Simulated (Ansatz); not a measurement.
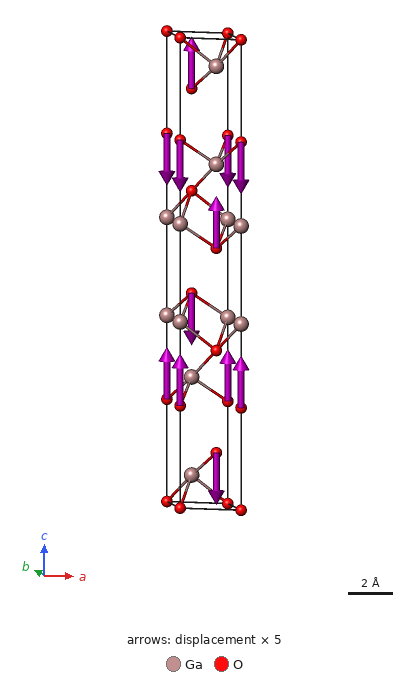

A relaxation of crystalline Ga$_{2}$O$_{3}$ (built on the Sb2Te3-166 type type). The starting structure is drawn; purple arrows show the displacements (the part carried along by the change of the cell is left out), 5 times their true length.

A ball-and-stick model of the conventional cell (3 times the calculation's cell), seen slightly off an axis. Lengths and directions refer to the drawn axes.

All numbers below come from DFT, PBEsol, plane waves, PAW in Ansatz 0.2.0.

The input:
```yaml
crystal:
  lattice:
    - [1.45817589, 0.84187825, 7.17750065]
    - [-1.45817589, 0.84187825, 7.17750065]
    - [0.0, -1.68375649, 7.17750065]
  atoms:
    - { symbol: Ga, position: [0.60420277, 0.60420277, 0.60420277] }
    - { symbol: Ga, position: [0.39579723, 0.39579723, 0.39579723] }
    - { symbol: O, position: [0.78254621, 0.78254621, 0.78254621] }
    - { symbol: O, position: [0.21745379, 0.21745379, 0.21745379] }
    - { symbol: O, position: [0.0, 0.0, 0.0] }
kpoints:
  mp_grid: { grid: [8, 8, 8] }
hamiltonian:
  xc: pbesol
scf:
  occupations: { method: fermi_dirac, width: 0.03 }
relax:
  f_tol: 0.01
  cell: {}
  max_steps: 120
```

Launched with:
```bash
ansatz run input.yaml --threads 2 --pin off --max-ram 2211MiB --backend cpu --events-out ev --progress --plain --runs-dir out
```

**Which element moves most?**

Oxygen: up to 0.48 Å, against 0.01 Å for gallium.

**What did the optimiser do to the structure, and how much energy did it gain?**

Over 13 accepted moves (18 points after the start) the energy falls by 411 meV per atom. The largest force component goes from 5.3 to 0.0041 eV/Å. The pressure goes from −8.58 to 0.01 GPa. At 5 points the geometry stayed and the basis and grid were re-selected for the new cell (energy shift of 3.7 meV per atom at most each time). The largest moves relative to the cell, 0.48 Å, are those of O3 and O4. O3 goes along −c. By element the largest moves are O 0.48 Å, Ga 0.01 Å. The drawn cell changes as follows: a = b 2.916 → 2.988 Å (+2.5 %), c 21.533 → 22.544 Å (+4.7 %); the volume changes by +9.9 %. Near-neighbour distances that change, for instance: Ga1–O4 2.039 → 1.876 Å, Ga1–O5 2.155 → 2.219 Å. Bond angles that change, for instance: Ga2–O3–Ga2 91.3° → 105.6°, O3–Ga2–O3 91.3° → 105.6°, O3–Ga2–O5 175.7° → 164.2°. The space group stays R-3m (No. 166).
